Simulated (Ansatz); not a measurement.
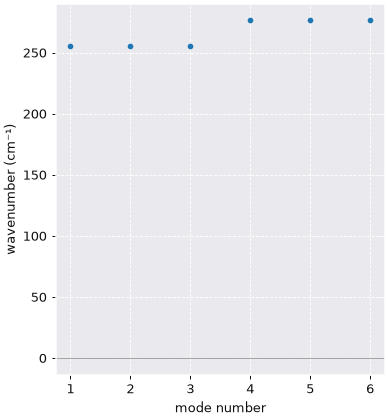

Calculation (Ansatz 0.2.0): harmonic phonon frequencies at the zone centre with atoms at rest in the given cell, without the long-range term of polar modes, the three translations left out, imaginary frequencies are negative; plane waves with PAW datasets, Γ-centred k mesh. Level: PBEsol, no spin polarisation.

| setting | value |
| --- | --- |
| wave cutoff | 420 eV |
| k mesh | 14×14×14 |
| occupations | Fermi–Dirac |
| smearing width | 0.15 eV |
| volume relative to the relaxed cell | 1.02 |
| phonon method | linear response |

The given structure:
```
Al Cu
1.0
    -2.03849    2.03849    2.88285
     2.03849   -2.03849    2.88285
     2.03849    2.03849   -2.88285
Al Cu
2 1
Direct
  0.75000 0.25000 0.50000
  0.25000 0.75000 0.50000
  0.50000 0.50000 0.00000
```

Caption: Zone-centre optical phonon frequencies (the three acoustic modes are left out) for Al₂Cu, space group Fm-3m (No. 225).

No frequency is imaginary, so the structure is stable to these displacements (zone-boundary modes weren't tested here). The highest mode lies at 276.4 cm⁻¹. The optical modes lie at 255.8 (×3), 276.4 (×3) cm⁻¹.

Note: metal sensitive to the k mesh.

Input of the run:
```
crystal:
  lattice:
    - [-2.0384850441, 2.0384850441, 2.882853196]
    - [2.0384850441, -2.0384850441, 2.882853196]
    - [2.0384850441, 2.0384850441, -2.882853196]
  atoms:
    - { symbol: Al, position: [0.75, 0.25, 0.5] }
    - { symbol: Al, position: [0.25, 0.75, 0.5] }
    - { symbol: Cu, position: [0.5, 0.5, 0.0] }
basis:
  ecutwfc: 420
kpoints:
  mp_grid: { grid: [14, 14, 14] }
hamiltonian:
  xc: pbesol
scf:
  occupations: { method: fermi_dirac, width: 0.15 }
output:
  eigenvalues: true
phonons:
  method: dfpt
  eigenvectors: true
```

Launched with:
```bash
ansatz run input.yaml --threads 1 --pin off --max-ram 3072MiB --backend cpu --events-out ev --progress --plain --runs-dir out
```
